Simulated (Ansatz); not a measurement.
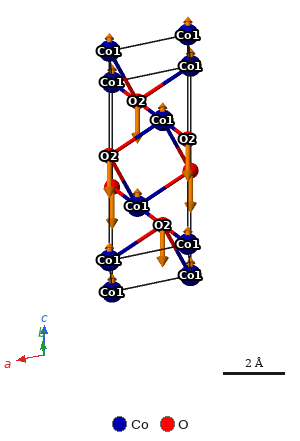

The lowest optical mode of crystalline CoO, space group R-3m (No. 166), at the zone centre. The orange arrows give the relative displacements of the atoms. A ball-and-stick model of the conventional cell (3 times the calculation's cell), seen from a free direction. Lengths and directions refer to the drawn axes.

Theory: Ansatz, DFT PBE+U, scalar-relativistic, plane waves, PAW.

The input:
```yaml
crystal:
  lattice:
    - [1.5369143856, 0.8873379343, 2.4734269497]
    - [-1.5369143856, 0.8873379343, 2.4734269497]
    - [0.0, -1.7746758685, 2.4734269497]
  atoms:
    - { symbol: Co, position: [0.0, 0.0, 0.0], spin: 2.88 }
    - { symbol: O, position: [0.5, 0.5, 0.5], spin: 0.24 }
basis:
  ecutwfc: 420
kpoints:
  mp_grid: { grid: [12, 12, 12] }
hamiltonian:
  xc: pbe
  hubbard: { sites: [{ species: Co, l: d, u_eff: 3.32 }] }
scf:
  occupations: { method: gaussian, width: 0.02 }
output:
  eigenvalues: true
  populations: true
magnetization:
  spin_polarized: true
phonons:
  method: dfpt
  dielectric: true
  rigid_motions: translations
  eigenvectors: true
```

Command:
```bash
ansatz run input.yaml --threads 1 --pin off --max-ram 3072MiB --backend cpu --events-out ev --progress --plain --runs-dir out
```

Frequencies are those without the non-analytic (LO–TO) term.

> Is this crystal at a minimum with respect to the drawn distortion?

Yes: this softest mode has a real frequency, and so have all others here. That speaks for this wave vector alone: the rest of the zone wasn't checked in this run. This is the A₂u mode at 217 cm⁻¹, the lowest optical level, infrared-active by symmetry. The O sublattice moves against the Co sublattice, along c; the kinetic energy is shared as O 79 %, Co 21 %. Its infrared intensity is 12 (D/Å)²/amu.
